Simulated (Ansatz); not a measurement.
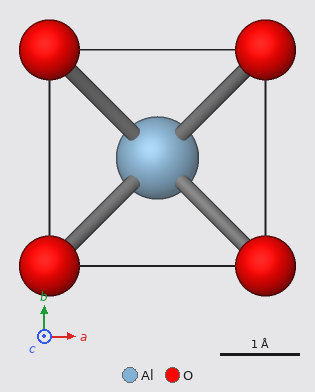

A crystal of AlO (a generated structure, set up in Pm-3m), before the relaxation. The picture is a ball-and-stick view of the cell of the calculation, seen along the c axis.

The run lets cell and atoms move.

Method: Kohn-Sham DFT of a periodic cell, r2SCAN, Ansatz PAW (Ansatz 0.2.0).

Input
```yaml
crystal:
  lattice:
    - [2.76919, 0.0, 0.0]
    - [0.0, 2.76919, 0.0]
    - [0.0, 0.0, 2.76919]
  atoms:
    - { symbol: Al, position: [0.5, 0.5, 0.5] }
    - { symbol: O, position: [0.0, 0.0, 0.0] }
hamiltonian:
  xc: r2scan
  pseudopotentials: { kind: paw }
kpoints:
  mp_grid: { grid: [10, 10, 10] }
scf:
  occupations: { method: fermi_dirac, width: 0.05 }
output:
  forces: true
  stress: true
  eigenvalues: true
relax:
  f_tol: 0.01
  max_steps: 40
  cell: { stress_tol: 0.05 }
```

Run as
```bash
ansatz run input.yaml --threads 2 --pin off --max-ram 5632MiB --backend cpu --events-out ev --progress --plain --runs-dir out
```

What does the optimiser find from here?

The atoms keep their places relative to the cell (all moves are under 0.005 Å). The volume changes by −2.8 %, with a = b = c 2.769 → 2.743 Å (−0.9 %). Near-neighbour distances that change, for instance: Al–O 2.398 → 2.376 Å. The space group stays Pm-3m (No. 221). After 3 accepted moves (5 points after the start) the energy has fallen by 3.6 meV per atom. All forces vanish by symmetry, so only the cell relaxes. The pressure goes from −3.77 to 0.00 GPa. The SCF was repeated twice at an unchanged geometry on a basis and grid sized afresh for the cell, which shifted the energy by 0.1 meV per atom at most. Cost: 7.3 s on 2 threads of Arm Neoverse V1, with other jobs on the host, peak memory 0.34 GiB.

The end point in the same view:

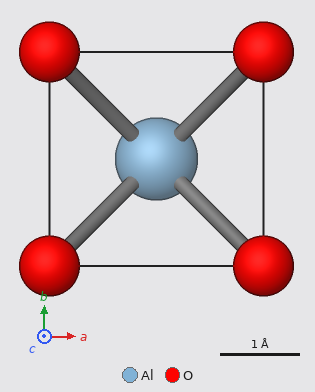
